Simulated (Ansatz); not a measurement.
## Electronic structure of Ga$_{16}$HO$_{24}$ (cell charge −1, with a compensating background) (cell with a defect) in real space

```
Ga O H
1.0
     0.00000    5.84003    4.54087
    -5.05761   -2.92002    4.54087
     5.05761   -2.92002    4.54087
Ga O H
16 24 1
Direct
  0.87497 0.87497 0.87497
  0.85625 0.35667 0.35850
  0.35667 0.35850 0.85625
  0.35850 0.85625 0.35667
  0.65151 0.65151 0.65151
  0.64031 0.14617 0.14723
  0.14617 0.14723 0.64031
  0.14723 0.64031 0.14617
  0.12503 0.12503 0.12503
  0.14375 0.64333 0.64150
  0.64333 0.64150 0.14375
  0.64150 0.14375 0.64333
  0.34849 0.34849 0.34849
  0.35969 0.85383 0.85277
  0.85383 0.85277 0.35969
  0.85277 0.35969 0.85383
  0.59212 0.25017 0.40345
  0.60152 0.75319 0.90385
  0.09968 0.74792 0.39810
  0.10231 0.26867 0.89197
  0.25017 0.40345 0.59212
  0.26867 0.89197 0.10231
  0.75319 0.90385 0.60152
  0.74792 0.39810 0.09968
  0.40345 0.59212 0.25017
  0.39810 0.09968 0.74792
  0.89197 0.10231 0.26867
  0.90385 0.60152 0.75319
  0.40788 0.74983 0.59655
  0.39848 0.24681 0.09615
  0.90032 0.25208 0.60190
  0.89769 0.73133 0.10803
  0.59655 0.40788 0.74983
  0.60190 0.90032 0.25208
  0.10803 0.89769 0.73133
  0.09615 0.39848 0.24681
  0.74983 0.59655 0.40788
  0.73133 0.10803 0.89769
  0.24681 0.09615 0.39848
  0.25208 0.60190 0.90032
  0.00000 0.00000 0.00000
```

Level of theory: Ansatz 0.2.0, DFT PBE, scalar-relativistic, plane waves, PAW.

The density is the valence pseudo-density of a PAW calculation; it isn't the true density close to the nuclei.

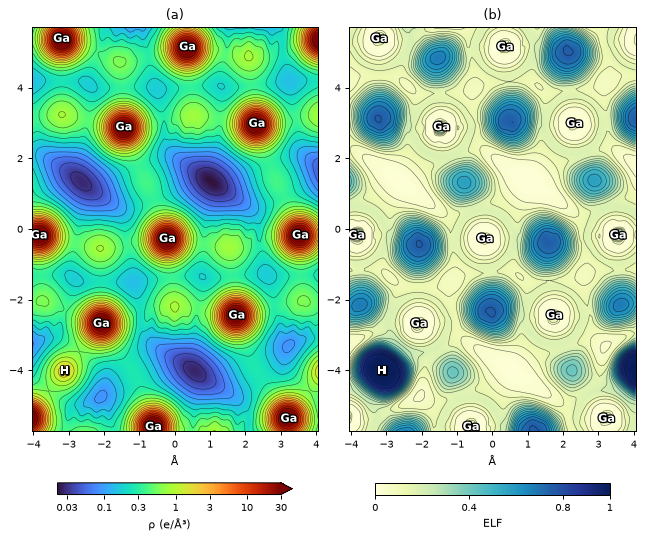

Figure 1. (a) valence charge density (pseudo); (b) electron localisation function on the (011̄) plane of the calculation cell.

**Interpret the plot.**

- The plane passes through Ga and H nuclei.
- Atoms just off the plane (O, 0.8 Å away) can leave unmarked features too.
- Ga–H (1.70 Å): ρ at the midpoint is about 0.65 e/Å³; the ELF climbs to about 1 towards the hydrogen.
- Between the atoms the lowest density in this plane is 0.02 e/Å³.

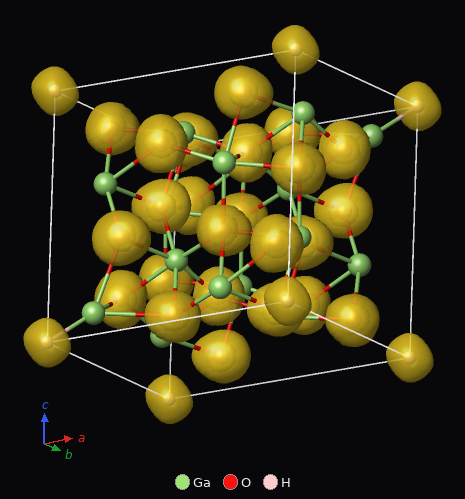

Figure 2. Isosurface of the ELF at 0.75 (yellow), seen at an oblique angle. Core shells and regions of very low density are left out. Sticks mark near contacts.

**Identify the bonds, lone pairs and shells in this picture.**

The ELF exceeds this value in one region around a hydrogen nucleus and 24 regions wrapped around O (the valence shell of each), counted in one cell of 41 atoms. Regions shared between cells count once. Profiles from the grid: Ga–O (1.94 Å): the ELF peaks at about 0.85 in the valence shell of O, 0.6 Å from its nucleus, and is about 0.35 at the midpoint.

**Does the calculation make it a metal, or give it a gap?**

It is gapped, with a Kohn–Sham gap of 2.2 eV on the k-point mesh (the band edges may lie off the mesh, which would make the gap smaller).
